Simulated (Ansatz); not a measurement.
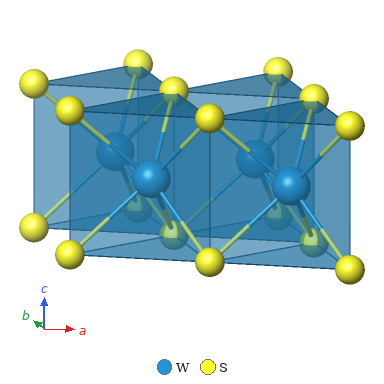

System: WS₂, space group P-6m2 (No. 187). The picture shows the slab (repeated in the plane, vacuum cut away).

The given structure:
```
CELL_PARAMETERS angstrom
3.12370 0.00000 0.00000
-1.56190 2.70520 0.00000
0.00000 0.00000 16.93630
ATOMIC_POSITIONS crystal
W 0.33333 0.66667 0.00000
S 0.66667 0.33333 0.90710
S 0.66667 0.33333 0.09290
```

Input of one of the runs behind the figure:
```
crystal:
  lattice:
    - [3.003338611, 0.0, 0.0]
    - [-1.5016693055, 2.6009675333, 0.0]
    - [0.0, 0.0, 6.1298572657]
  atoms:
    - { symbol: W, position: [0.3333333333, 0.6666666667, 0.0] }
    - { symbol: S, position: [0.6666666667, 0.3333333333, 0.7498324038] }
    - { symbol: S, position: [0.6666666667, 0.3333333333, 0.2501675962] }
basis:
  ecutwfc: 420
kpoints:
  mp_grid: { grid: [12, 12, 6] }
hamiltonian:
  xc: pbesol
  dispersion: d3bj
scf:
  occupations: { method: gaussian, width: 0.02 }
output:
  forces: true
  stress: true
  eigenvalues: true
relax:
  adjacent_minimum: "off"
  f_tol: 0.008
  max_steps: 50
  cell: { stress_tol: 0.08, p_target: 12.0 }
```

Command:
```bash
ansatz run input.yaml --threads 1 --pin off --max-ram 2560MiB --backend cpu --events-out ev --progress --plain --runs-dir out
```

How it was computed, with Ansatz 0.2.0: volume, enthalpy and cell of a crystal along a series of hydrostatic pressures at zero temperature, keeping its symmetry; changes are against the given cell; the k mesh follows the cell and the gap; plane waves with PAW datasets, Γ-centred k mesh. Level: PBEsol with D3(BJ), no spin polarisation.

- wave cutoff: 420 eV
- occupations: Gaussian
- k mesh at zero pressure: 12×12×2
- smearing width at zero pressure: 0.02 eV

The change of b equals the change of a.

What does the calculation give for the volume change and change of a against applied pressure? The applied pressure takes the values 0, 1, 4, 12, 25, 50, 90 GPa.

The volume change falls from 0.00 % at applied pressure 0 GPa to −74.70 % at 90 GPa. The change of a falls from 0.00 % at applied pressure 0 GPa to −12.10 % at 90 GPa.

```json
{"applied pressure (GPa)": "0", "volume change (%)": "0.00", "change of a (%)": "0.00"}
{"applied pressure (GPa)": "1", "volume change (%)": "-62.15", "change of a (%)": "-0.54"}
{"applied pressure (GPa)": "4", "volume change (%)": "-63.76", "change of a (%)": "-1.25"}
{"applied pressure (GPa)": "12", "volume change (%)": "-66.10", "change of a (%)": "-3.00"}
{"applied pressure (GPa)": "25", "volume change (%)": "-68.53", "change of a (%)": "-5.25"}
{"applied pressure (GPa)": "50", "volume change (%)": "-71.51", "change of a (%)": "-8.46"}
{"applied pressure (GPa)": "90", "volume change (%)": "-74.70", "change of a (%)": "-12.10"}
```

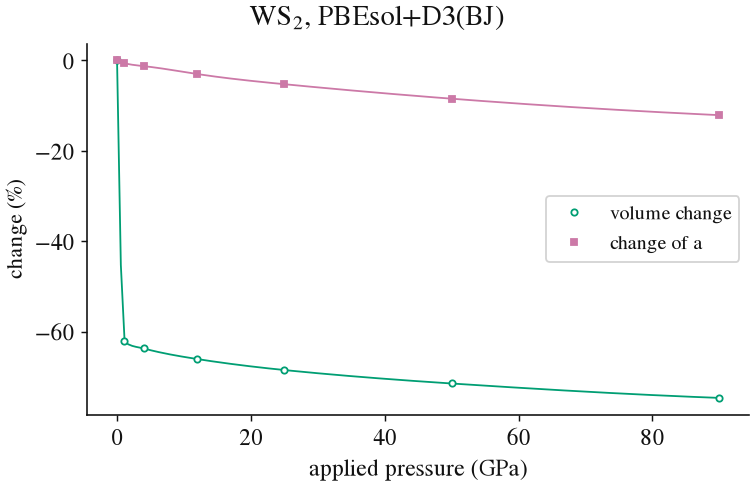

Limits of the calculation: a crossing between the sampled k points may be missed; coarse k mesh; far from the equilibrium volume; narrow smearing for a metal.
